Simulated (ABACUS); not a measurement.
# A series of single points on NaI

System: NaI (Fm-3m, 2 atoms in the cell).
Method: Kohn-Sham DFT of a periodic cell, PBEsol, PseudoDojo NC SR 0.4.1 PBEsol standard, no spin polarisation (ABACUS 3.10.1).

The 7 runs differ only in the geometry, by an even scaling of the cell at fixed fractional positions. The structure derives from an entry of the Crystallography Open Database.

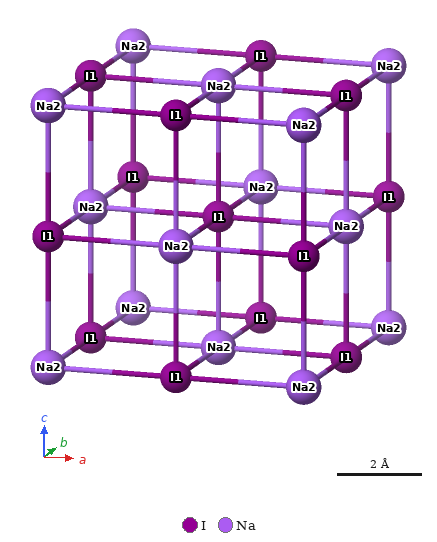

Figure 1. The structure of run 4 (ball-and-stick view of the cell 4 times as large as that of the calculation, set on its symmetry axes, seen slightly off an axis; atoms are numbered from 1 in the order of the input). An atom can appear more than once, as a periodic image.

**Input of run 4**
```
INPUT_PARAMETERS
suffix              NaI
calculation         scf
basis_type          pw
pseudo_dir          ./
symmetry            1
dft_functional      pbesol
ecutwfc             89
pseudo_rcut         7
nspin               1
nbands              12
ks_solver           dav
smearing_method     fd
smearing_sigma      0.00367493
scf_thr             1e-08
scf_nmax            100
mixing_type         broyden
mixing_beta         0.7
cal_force           1
cal_stress          1
kpar                4
```

**File STRU of run 4**
```
ATOMIC_SPECIES
I 126.9045 I.upf
Na 22.9898 Na.upf

LATTICE_CONSTANT
1.8897261246

LATTICE_VECTORS
0.0000000000 3.2364000000 3.2364000000
3.2364000000 0.0000000000 3.2364000000
3.2364000000 3.2364000000 0.0000000000

ATOMIC_POSITIONS
Direct

I
0.0
1
0.5000000000 0.5000000000 0.5000000000 1 1 1

Na
0.0
1
0.0000000000 0.0000000000 0.0000000000 1 1 1
```

**File KPT of run 4**
```
K_POINTS
0
Gamma
7 7 7 0 0 0
```

Command:
```bash
OMP_NUM_THREADS=1 mpirun -np 4 abacus > log
```

Run 2 differs from it as follows:
```diff
-0.0000000000 3.2364000000 3.2364000000
-3.2364000000 0.0000000000 3.2364000000
-3.2364000000 3.2364000000 0.0000000000
+0.0000000000 3.1926595029 3.1926595029
+3.1926595029 0.0000000000 3.1926595029
+3.1926595029 3.1926595029 0.0000000000
```

**Results, with one run withheld**

```tsv
run	volume per atom (Å³)	free energy per atom, from the lowest run given (meV)	pressure (GPa)	gap on the mesh (eV)
1	31.865	1.32	0.54	3.67
2	32.543	?	?	?
3	33.221	0.00	−0.20	3.56
4	33.899	1.54	−0.52	3.51
5	34.577	4.31	−0.79	3.46
6	35.255	8.17	−1.03	3.41
7	35.933	13.00	−1.25	3.37
```

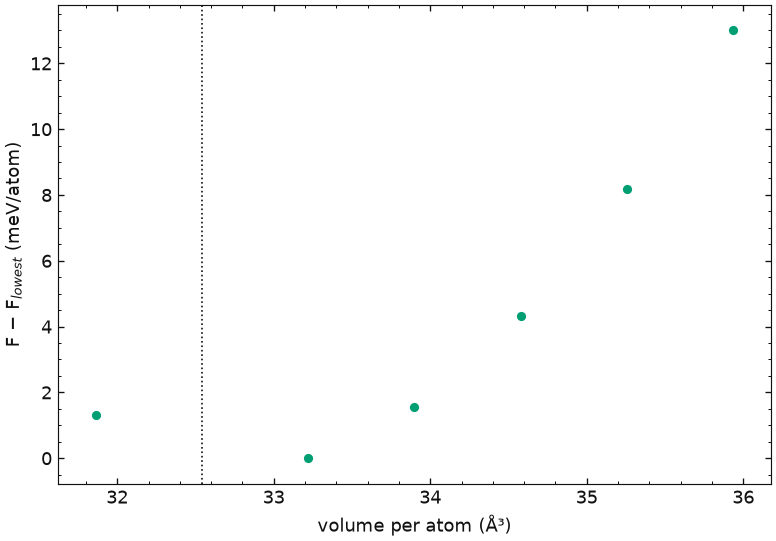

Figure 2. Free energy per atom of the runs given; the dotted line marks run 2.

Estimate the energy of run 2 from the others.

A cubic polynomial in V^(−2/3) (the Birch–Murnaghan form), fitted to the 6 runs given, misses them by under 0.01 meV per atom. With x = V^(−2/3) − 0.09513 Å⁻², it reads F = 2.1696 − 1987 x + 4.0127e+05 x² + 2.1867e+06 x³ (meV per atom). At run 2 it gives −0.13 meV per atom, and the run itself gives −0.13. The slope of the fit gives a pressure −dF/dV of 0.15 GPa there, and the run prints 0.15 GPa. The fit has its minimum at 32.818 Å³ per atom, where V d²F/dV² gives 17.2 GPa: the bulk modulus at this level, since symmetry fixes the shape and the positions. The gap on the mesh goes, without turning, from 3.67 eV in run 1 to 3.37 eV in run 7; run 2 has 3.61 eV. These are gaps of this functional on this mesh, which can miss the band edges; they aren't the measured gap.

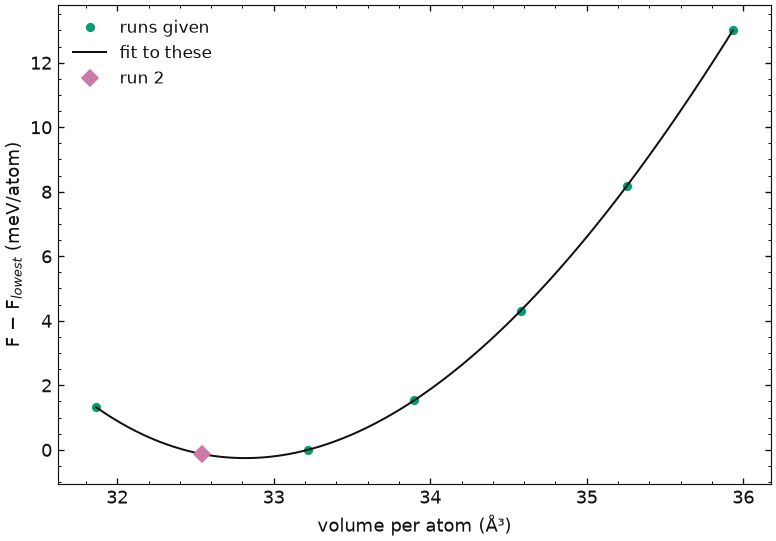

Figure 3. The fit and the withheld run.

**Some lines of the output (run 2)**
```
[...]
                          Volume (Bohr^3) = 439.222
                             Volume (A^3) = 65.086
 E_Fermi        0.2797346503         3.8059851715
 E_Fermi        0.2675569756         3.6402994072
 E_Fermi        0.2681825755         3.6488111310
 E_Fermi        0.2679080258         3.6450756907
 E_Fermi        0.2678410227         3.6441640668
 E_KS(sigma->0) -117.3524943667      -1596.6625979003
 E_Fermi        0.2678277987         3.6439841453
 final etot is -1596.6625979 eV
 EFERMI = 3.6439841453 eV
 TOTAL-PRESSURE: 1.536050 KBAR
 !FINAL_ETOT_IS -1596.6625979003490556 eV
```
